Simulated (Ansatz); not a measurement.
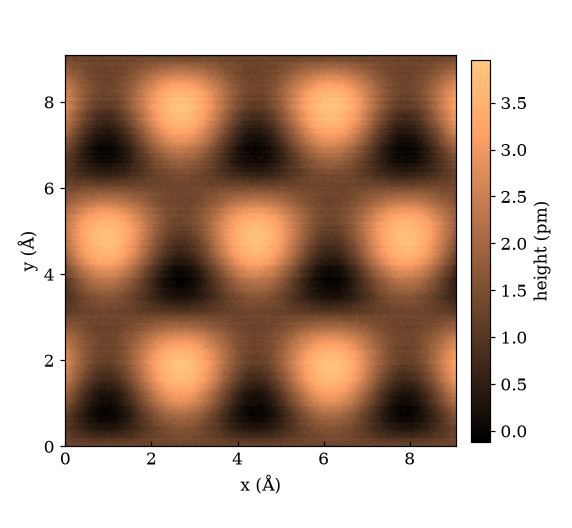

Simulated STM image (constant-current image at a set point of 4.2 × 10⁻⁶ e/Å³, sample bias −1.00 V). Noise was added.

Tersoff–Hamann simulation (s-wave tip); biases are sample biases. Bias windows are sharp sums over the levels of the k mesh.

> Give the periodicity of the image.

The pattern repeats on a hexagonal lattice with shortest vectors of 3.5 Å at 60° (or 120°), a cell of 10.6 Å².

The surface:

Pb(111) (Fm-3m bulk, 4 atomic planes (those closer than 0.6 Å count as one), 9 Å). The brightest spots lie over the top Pb atoms; the darkest points are over the sites above the Pb atoms 2.8 Å below the top plane. So weak a contrast (4 pm) depends on the k-mesh and on the tip.

All numbers here come from Ansatz 0.2.0, DFT PBE, scalar-relativistic, plane waves, PAW. Cutoff 420 eV, 24 × 24 k-points, Gaussian smearing 0.1 eV, dipole correction. The slab is a cut without reconstruction beyond its cell, at the source's lattice constants, with its lower half held fixed and the rest relaxed. No spin polarisation. Spin–orbit coupling is left out; with Pb it can shift levels and gaps. The run couldn't confirm all of its levels under its output density. On this mesh the free atoms still feel up to 0.08 eV/Å.
